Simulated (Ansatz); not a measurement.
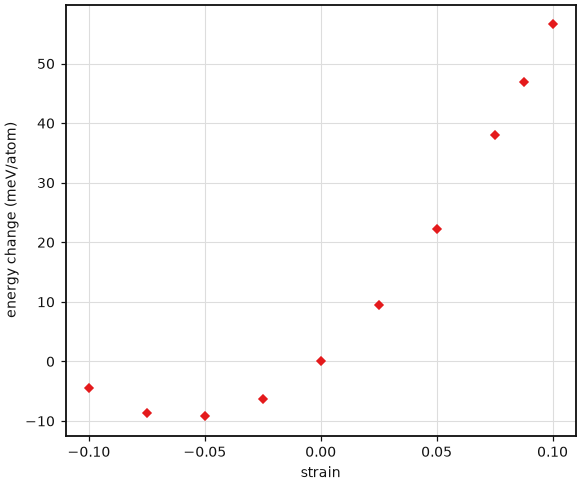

Method: homogeneous strain of a crystal along one Voigt pattern with engineering shear, fractional coordinates fixed, by plane-wave density functional theory with PAW datasets, free energies less that of the undisturbed cell; scalar-relativistic (Ansatz 0.2.0). Level: PBEsol, no spin polarisation.

wave cutoff 420 eV; k mesh 14×14×14; occupations Gaussian; smearing width 0.15 eV; k shift (0, 0, 0) (mesh steps); start as given; strain pattern (1, 0, 0, 0, 0, 0) (xx yy zz yz xz xy with engineering shear).

Structure:
```
CELL_PARAMETERS angstrom
0.00000 2.79420 2.79420
2.79420 0.00000 2.79420
2.79420 2.79420 0.00000
ATOMIC_POSITIONS crystal
Ca 0.00000 0.00000 0.00000
```

Caption: Energy change against strain for Ca, space group Fm-3m (No. 225).

The energy falls towards negative values, so the start isn't a stationary minimum along this path. The energy change is −4.43 meV/atom at strain −0.1000 and 56.64 meV/atom at 0.1000; the lowest computed point is at strain −0.0500 (−9.15 meV/atom). The slope of stress against strain at the start, which at zero pressure is the clamped-ion constant C11, is 19.2 GPa. The second derivative of tensile stress is −30 GPa. The tensile stress at start is 1.16 GPa.

Note: reference crystal is not relaxed.
